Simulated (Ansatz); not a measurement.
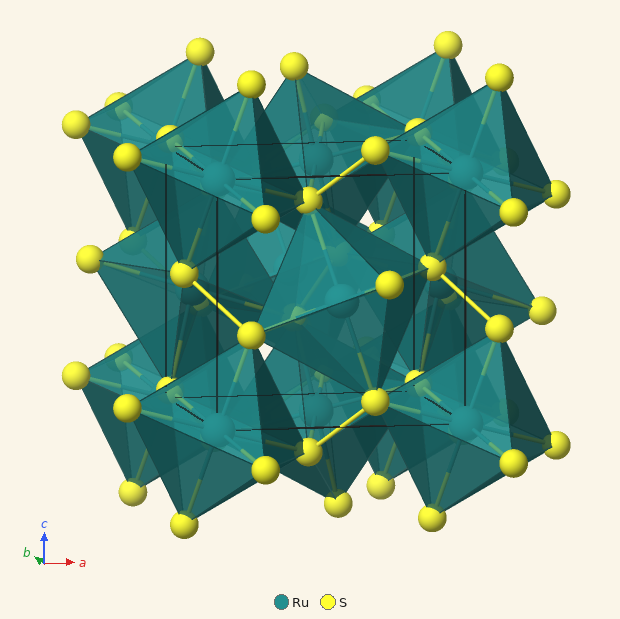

This polyhedral model is shown slightly off an axis. Lines trace the edges of the conventional unit cell. A few atoms beyond the faces are included.

RuS$_{2}$, pyrite, space group Pa-3 (No. 205), a = 5.632 Å, b = 5.632 Å, c = 5.632 Å, α = 90.00°, β = 90.00°, γ = 90.00°. Origin of the cell: a structure listed in the Materials Project. Earlier steps of the study may have refined or changed the cell and positions. A calculation with Ansatz used it as input.

This one geometry was computed with Ansatz (DFT, plane waves, PAW) at five levels of theory: HSE06, PBE, r2SCAN, PBE with spin-orbit coupling and PBE0. It was relaxed beforehand with r2SCAN.

### Which level gives the highest pressure at this volume, and what does that say about its equilibrium volume?

Highest: PBE (1.6 GPa) and PBE with spin-orbit coupling (1.7 GPa), which points to the largest equilibrium volume. Lowest, with the smallest volume: HSE06 (-3.5 GPa) and PBE0 (-3.3 GPa). Levels within 0.5 GPa of each other can't be told apart.

### How does the band gap change with the level of theory?

PBE with spin-orbit coupling: a gap of 0.68 eV, indirect; PBE: a gap of 0.69 eV, indirect; r2SCAN: a gap of 0.88 eV, indirect; HSE06: a gap of 1.74 eV, indirect; PBE0: a gap of 2.44 eV, indirect.

### Collect the results in a table.

| level | cutoff (eV) | k-mesh of the run's cell | gap (eV) | pressure (GPa) |
| --- | --- | --- | --- | --- |
| HSE06 | 420 | 4×4×4 | 1.74 | -3.5 |
| PBE | 420 | 4×4×4 | 0.69 | 1.6 |
| r2SCAN | 500 | 4×4×4 | 0.88 | 0.0 |
| PBE with spin-orbit coupling | 420 | 4×4×4 | 0.68 | 1.7 |
| PBE0 | 420 | 4×4×4 | 2.44 | -3.3 |

Gaps are taken on the k-mesh or band path of each run.
